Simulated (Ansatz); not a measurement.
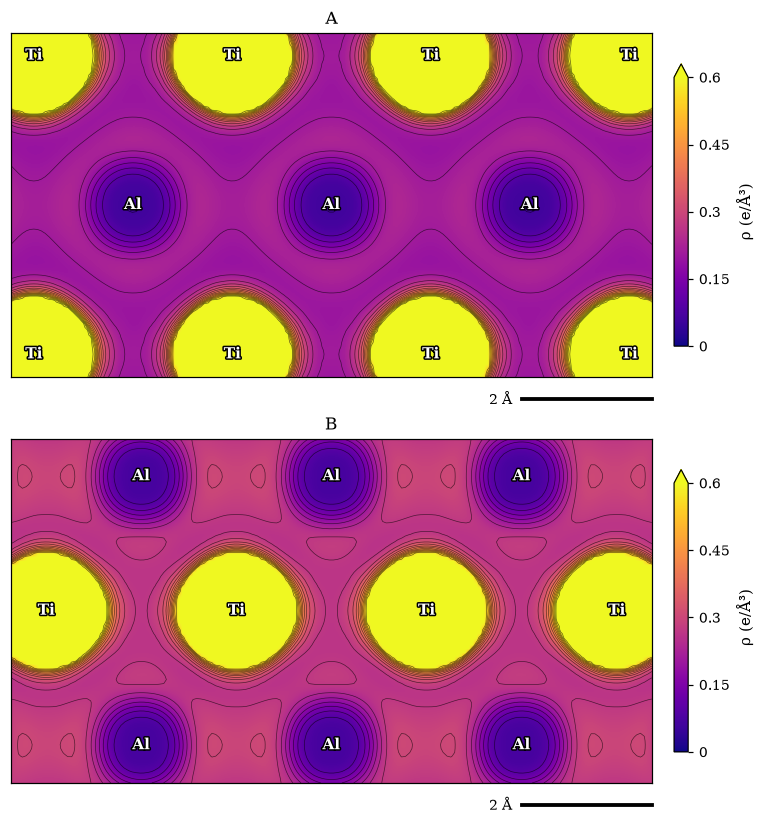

TiAl. The valence charge density (pseudo) of two cells that differ in size and shape, on the (011) plane of each (indices in the axes of the calculation cell), at one length scale and on one colour scale; one has 12.5 and the other 16.0 Å³ an atom.

A structure from a database of computed crystals, not necessarily the ambient phase; computed without spin polarisation.

Level of theory: DFT r2SCAN, scalar-relativistic, plane waves, PAW (Ansatz 0.2.0).

Question: Which panel shows the smaller cell, and what does the compression change?

Answer: Panel B is the smaller cell, by 22 % in volume. From the larger cell to the smaller, Ti–Al goes from 2.76 to 2.53 Å, and the density at its midpoint from 0.2 to 0.26 e/Å³, the ELF there from 0.30 to 0.20; the pressure goes from 0.0 to 47 GPa.
